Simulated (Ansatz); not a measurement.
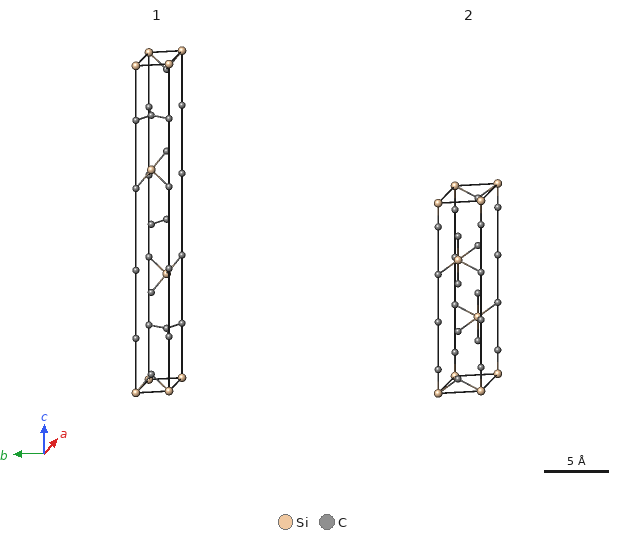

Two geometries of a crystal of SiC4 (a generated structure, set up in R-3m) (coarse preliminary run), drawn at one scale. One is the start of a relaxation, the other its converged end. A ball-and-stick model of the conventional cell (3 times the calculation's cell), seen from a free direction. Lengths and directions refer to the drawn axes.

Computed with Ansatz, DFT PBE, scalar-relativistic, plane waves, PAW. Set-up: plane-wave cutoff 420 eV; k-point mesh 6 × 6 × 6; occupations gaussian; smearing width 0.1 eV; no spin polarisation; cell and atoms relaxed; force threshold 0.04 eV/Å; at most 70 steps.

### Which one is relaxed?

Structure 1 is the relaxed one. After 26 accepted moves (30 points after the start) the energy has fallen by 1346 meV per atom. Largest force component: 1.2 eV/Å at the start, 0.017 eV/Å at the end. The pressure goes from −23.01 to 0.14 GPa. The SCF was repeated 4 times at an unchanged geometry on a basis and grid sized afresh for the cell, which shifted the energy by 48.8 meV per atom at most. The largest moves relative to the cell, 1.18 Å, are those of C atoms. Si stays in place. Cell: a = b 3.376 → 2.608 Å (−22.7 %), c 16.540 → 28.433 Å (+71.9 %). Volume +2.6 %. Near-neighbour distances that change, for instance: C–Si 2.068 → 4.739 Å, C–C 2.387 → 1.506 Å, Si–Si 3.376 → 2.608 Å, C–Si 2.068 → 1.915 Å. New bonds form: C–C (2.39 → 1.51 Å). Bonds break: C–Si (2.07 → 4.74 Å). Among the angles between lasting bonds that change: C–Si–C 109.5° → 85.9°, C–Si–C 70.5° → 94.1°, Si–C–Si 109.5° → 85.9°. The space group stays R-3m (No. 166).
